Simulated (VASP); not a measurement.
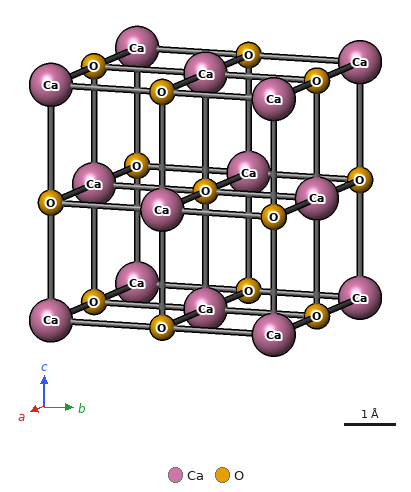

*The structure (ball-and-stick view of the cell 4 times as large as that of the calculation, set on its symmetry axes, seen slightly off an axis). An atom can appear more than once, as a periodic image.*

Near neighbours in the periodic cell (some may lie outside the picture): Ca has 6 O at 2.37 Å; O has 6 Ca at 2.37 Å.

Band-structure calculation of CaO

The run: band-structure calculation of CaO (2 atoms in the cell). Method and program: DFT, r2SCAN, plane waves, PAW (VASP 6.6.1).

The structure was built on a prototype by a generator. The geometry comes from this level: r2SCAN (a point of a series of strains). It belongs to a series of runs on one base structure; here: hydrostatic strain -1.0%.

INCAR
```
ENCUT = 520.000000
SIGMA = 0.010000
EDIFF = 1.00e-07
ALGO = Normal
METAGGA = R2SCAN
PREC = Accurate
IBRION = -1
ISIF = 2
ISMEAR = 0
NBANDS = 15
NELM = 120
NSW = 0
LASPH = .TRUE.
LCHARG = .TRUE.
LELF = .TRUE.
LWAVE = .FALSE.
LREAL = .FALSE.
```

KPOINTS
```
KPOINTS created by Atomic Simulation Environment
0
Gamma
10 10 10
0 0 0
```

KPOINTS_OPT
```
special points
7
Reciprocal
0.0000000000 0.0000000000 0.0000000000 1
0.5000000000 0.0000000000 0.5000000000 1
0.6250000000 0.2500000000 0.6250000000 1
0.3750000000 0.3750000000 0.7500000000 1
0.5000000000 0.5000000000 0.5000000000 1
0.5000000000 0.2500000000 0.7500000000 1
0.0000000000 0.5000000000 0.5000000000 1
```

POSCAR
```
Ca O
 1.0000000000000000
     0.0000000000000000    2.3735746124000001    2.3735746124000001
     2.3735746124000001    0.0000000000000000    2.3735746124000001
     2.3735746124000001    2.3735746124000001    0.0000000000000000
 Ca  O
   1   1
Cartesian
  0.0000000000000000  0.0000000000000000  0.0000000000000000
  2.3735746124000001  2.3735746124000001  2.3735746124000001
```

Run as:
```bash
mpirun -np 1 vasp_std
```

OSZICAR
```
N       E                     dE             d eps       ncg     rms          rms(c)
DAV:   1     0.117807504983E+03    0.11781E+03   -0.86062E+03  1410   0.112E+03
DAV:   2    -0.199536428428E+02   -0.13776E+03   -0.12912E+03  1782   0.301E+02
DAV:   3    -0.251461512004E+02   -0.51925E+01   -0.51530E+01  1732   0.607E+01
DAV:   4    -0.252788559374E+02   -0.13270E+00   -0.13262E+00  1820   0.890E+00
DAV:   5    -0.252814169025E+02   -0.25610E-02   -0.25609E-02  1663   0.110E+00    0.770E+00
DAV:   6    -0.193125852838E+02    0.59688E+01   -0.34395E+00  1886   0.232E+01    0.258E+00
DAV:   7    -0.194364511479E+02   -0.12387E+00   -0.50208E-01  1473   0.514E+00    0.192E+00
DAV:   8    -0.194705755601E+02   -0.34124E-01   -0.17201E-01  1431   0.464E+00    0.136E+00
DAV:   9    -0.194373687333E+02    0.33207E-01   -0.81864E-02  1488   0.296E+00    0.136E-01
DAV:  10    -0.194368519170E+02    0.51682E-03   -0.42052E-03  1592   0.629E-01    0.758E-02
DAV:  11    -0.194370111840E+02   -0.15927E-03   -0.65730E-04  1684   0.228E-01    0.515E-02
DAV:  12    -0.194369450686E+02    0.66115E-04   -0.16097E-04  1690   0.113E-01    0.737E-03
DAV:  13    -0.194369468055E+02   -0.17369E-05   -0.92972E-06  1697   0.311E-02    0.656E-03
DAV:  14    -0.194369467428E+02    0.62684E-07   -0.29001E-07  1713   0.465E-03
   1 F= -.19436947E+02 E0= -.19436947E+02  d E =-.399938E-15
       N       E                     dE             ncg
DAV:   1     0.353323707956E+03   -0.43259E+04      210
DAV:   2    -0.520993030783E+03   -0.87432E+03      259
DAV:   3    -0.551789773305E+03   -0.30797E+02      231
DAV:   4    -0.552839817594E+03   -0.10500E+01      307
DAV:   5    -0.552846024086E+03   -0.62065E-02      238
DAV:   6    -0.552846107301E+03   -0.83214E-04      262
DAV:   7    -0.552846108936E+03   -0.16354E-05      280
DAV:   8    -0.552846108978E+03   -0.41656E-07      163
```

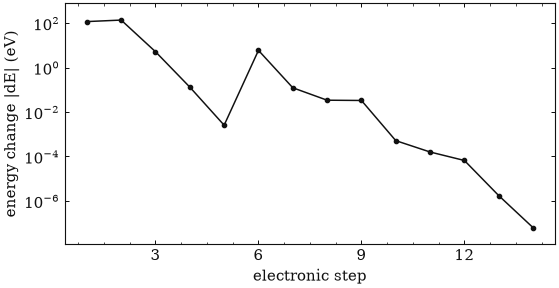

*Convergence of the self-consistent field: energy change |dE| against the electronic step.*

It takes 14 electronic steps. The density is held fixed in the first few steps, and dE rises again when its update begins.

Parts of OUTCAR
```
k-points           NKPTS =     47   k-points in BZ     NKDIM =     47   number of bands    NBANDS=     15

   NELECT =      16.0000    total number of electrons

   dimension x,y,z NGX =    28 NGY =   28 NGZ =   28
   dimension x,y,z NGXF=    56 NGYF=   56 NGZF=   56

  energy-cutoff  :      520.00
  volume of cell :       26.74
      direct lattice vectors                 reciprocal lattice vectors
     0.000000000  2.373574612  2.373574612    -0.210652742  0.210652742  0.210652742
     2.373574612  0.000000000  2.373574612     0.210652742 -0.210652742  0.210652742
     2.373574612  2.373574612  0.000000000     0.210652742  0.210652742 -0.210652742

 k-points in reciprocal lattice and weights: KPOINTS created by Atomic Simulation Env
   0.00000000  0.00000000  0.00000000       0.001
   0.10000000  0.00000000  0.00000000       0.008
   0.20000000  0.00000000  0.00000000       0.008
   0.30000000  0.00000000  0.00000000       0.008
   0.40000000  0.00000000  0.00000000       0.008
   0.50000000  0.00000000  0.00000000       0.004
   0.10000000  0.10000000  0.00000000       0.006
   0.20000000  0.10000000  0.00000000       0.024
   0.30000000  0.10000000  0.00000000       0.024
   0.40000000  0.10000000  0.00000000       0.024
   0.50000000  0.10000000  0.00000000       0.024
  -0.40000000  0.10000000  0.00000000       0.024
  -0.30000000  0.10000000  0.00000000       0.024
  -0.20000000  0.10000000  0.00000000       0.024
  -0.10000000  0.10000000  0.00000000       0.012
   0.20000000  0.20000000  0.00000000       0.006
   0.30000000  0.20000000  0.00000000       0.024
   0.40000000  0.20000000  0.00000000       0.024
   0.50000000  0.20000000  0.00000000       0.024
  -0.40000000  0.20000000  0.00000000       0.024
  -0.30000000  0.20000000  0.00000000       0.024
  -0.20000000  0.20000000  0.00000000       0.012
   0.30000000  0.30000000  0.00000000       0.006
   0.40000000  0.30000000  0.00000000       0.024
   0.50000000  0.30000000  0.00000000       0.024
  -0.40000000  0.30000000  0.00000000       0.024
  -0.30000000  0.30000000  0.00000000       0.012
   0.40000000  0.40000000  0.00000000       0.006
   0.50000000  0.40000000  0.00000000       0.024
  -0.40000000  0.40000000  0.00000000       0.012
   0.50000000  0.50000000  0.00000000       0.003
   0.30000000  0.20000000  0.10000000       0.024
   0.40000000  0.20000000  0.10000000       0.048
   0.50000000  0.20000000  0.10000000       0.048
  -0.40000000  0.20000000  0.10000000       0.024
   0.40000000  0.30000000  0.10000000       0.024
   0.50000000  0.30000000  0.10000000       0.048
  -0.40000000  0.30000000  0.10000000       0.048
  -0.30000000  0.30000000  0.10000000       0.048
  -0.20000000  0.30000000  0.10000000       0.024
   0.50000000  0.40000000  0.10000000       0.024
  -0.40000000  0.40000000  0.10000000       0.048
  -0.30000000  0.40000000  0.10000000       0.024
  -0.40000000  0.50000000  0.10000000       0.012
  -0.40000000  0.40000000  0.20000000       0.024
  -0.30000000  0.40000000  0.20000000       0.024
  -0.30000000  0.50000000  0.20000000       0.012

 E-fermi :   2.2788

 k-point     1 :       0.0000    0.0000    0.0000
  band No.  band energies     occupation
      1     -36.6727      2.00000
      2     -16.5361      2.00000
      3     -16.5361      2.00000
      4     -16.5361      2.00000
      5     -14.3163      2.00000
      6       2.2294      2.00000
      7       2.2294      2.00000
      8       2.2294      2.00000
      9       7.9783      0.00000
     10       9.1727      0.00000
     11       9.1728      0.00000
     12       9.1728      0.00000
     13      10.8343      0.00000
     14      10.8343      0.00000
     15      18.2466      0.00000

 k-point     2 :       0.1000    0.0000    0.0000
  band No.  band energies     occupation
      1     -36.6614      2.00000
      2     -16.7350      2.00000
      3     -16.5415      2.00000
      4     -16.5415      2.00000
      5     -14.1128      2.00000
      6       1.8761      2.00000
      7       2.0826      2.00000
      8       2.0826      2.00000
      9       8.4369      0.00000
     10       9.1374      0.00000
     11       9.3564      0.00000
     12       9.3564      0.00000
     13      11.0939      0.00000
     14      11.0939      0.00000
     15      18.6873      0.00000

 k-point     3 :       0.2000    0.0000    0.0000
  band No.  band energies     occupation
      1     -36.6315      2.00000
      2     -17.1505      2.00000
      3     -16.5554      2.00000
      4     -16.5554      2.00000
      5     -13.6842      2.00000
      6       1.0979      2.00000
      7       1.7295      2.00000
      8       1.7295      2.00000
      9       9.1187      0.00000
     10       9.5571      0.00000
     11       9.8648      0.00000
     12       9.8649      0.00000
     13      11.7683      0.00000
     14      11.7683      0.00000
     15      19.3912      0.00000

 k-point     4 :       0.3000    0.0000    0.0000
  band No.  band energies     occupation
      1     -36.5943      2.00000
      2     -17.5557      2.00000
      3     -16.5725      2.00000
      4     -16.5725      2.00000
      5     -13.2613      2.00000
      6       0.3023      2.00000
      7       1.3414      2.00000
      8       1.3414      2.00000
      9       9.3854      0.00000
     10      10.5662      0.00000
     11      10.5663      0.00000
     12      10.7336      0.00000
     13      12.6248      0.00000
     14      12.6248      0.00000
     15      19.0797      0.00000

 k-point     5 :       0.4000    0.0000    0.0000
  band No.  band energies     occupation
      1     -36.5640      2.00000
      2     -17.8350      2.00000
      3     -16.5862      2.00000
      4     -16.5862      2.00000
      5     -12.9654      2.00000
      6      -0.2628      2.00000
      7       1.0571      2.00000
      8       1.0571      2.00000
      9       9.8360      0.00000
     10      11.2131      0.00000
     11      11.2131      0.00000
     12      11.5344      0.00000
     13      13.3994      0.00000
     14      13.3994      0.00000
     15      18.2922      0.00000

 [... the levels of 41 k-points are left out ...]

 k-point    47 :      -0.3000    0.5000    0.2000
  band No.  band energies     occupation
      1     -36.5162      2.00000
      2     -17.0781      2.00000
      3     -17.0698      2.00000
      4     -16.9401      2.00000
      5     -13.6186      2.00000
      6       0.9728      2.00000
      7       1.0877      2.00000
      8       1.3266      2.00000
      9       8.4144      0.00000
     10      10.1614      0.00000
     11      11.5803      0.00000
     12      12.7271      0.00000
     13      13.1468      0.00000
     14      16.9468      0.00000
     15      17.6418      0.00000

  Total        0.8206098      0.8206098      0.8206098      0.0000000      0.0000000      0.0000000
  in kB       49.1596301     49.1596301     49.1596301      0.0000000      0.0000000      0.0000000
  external PRESSURE =      49.1596301 kB  Pullay stress =       0.0000000 kB

 POSITION                                       TOTAL-FORCE (eV/Angst)
 -----------------------------------------------------------------------------------
      0.00000      0.00000      0.00000         0.000000     -0.000000     -0.000000
      2.37357      2.37357      2.37357        -0.000000      0.000000      0.000000
 -----------------------------------------------------------------------------------
    total drift:                                0.000000      0.000000      0.000000

  FREE ENERGIE OF THE ION-ELECTRON SYSTEM (eV)
  ---------------------------------------------------
  free  energy   TOTEN  =       -19.4369467428 eV

  energy  without entropy=      -19.4369467428  energy(sigma->0) =      -19.43694674
```

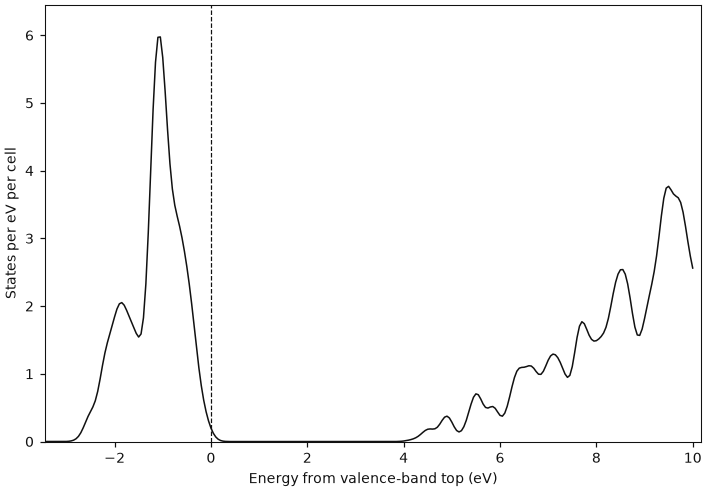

*Density of states (the curve is built from the levels of the k mesh with Gaussians 0.3 eV wide, which also blur the band edges), with energies from the valence-band top.*

There is a gap of 4.17 eV on the k-point mesh. Small ripples come from the finite k-point mesh.

Summary

| quantity | value |
| --- | --- |
| outcome | converged |
| space group (tolerance 0.01 Å) | Fm-3m (225) |
| electrons treated | 16 |
| free energy | −19.4369 eV |
| Fermi energy | 2.279 eV |
| band gap | 4.17 eV |
| pressure | 4.92 GPa |
| largest force (length of the vector) | under 0.001 eV/Å |
| hardware | 1 CPU thread, shared host |
| wall time | 65 s |
| peak memory | 0.19 GiB |
